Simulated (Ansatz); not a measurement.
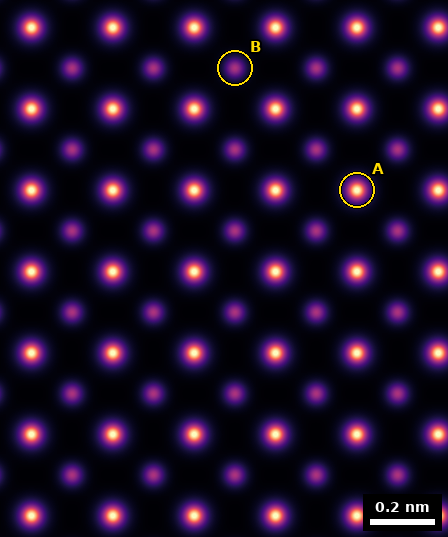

Map of the projected electrostatic potential of SnO$_{2}$ (Fm-3m, No. 225) along [001]. Computed as the sum of neutral-atom potentials (tabulated electron scattering factors, B = 0.5 Å²) projected along the beam and smoothed by 0.25 Å; brighter is more positive. Structure: a calculation's starting geometry; the starting structure was generated, so it need not be a known form of this composition.

Which atoms make up the marked columns?

Answer. A: Sn (1 Sn per 5.09 Å along the beam; the brightest kind). B: O (2 O per 5.09 Å along the beam; about 45 % of the brightest peak). Brightness is counted from the darkest point of the image.
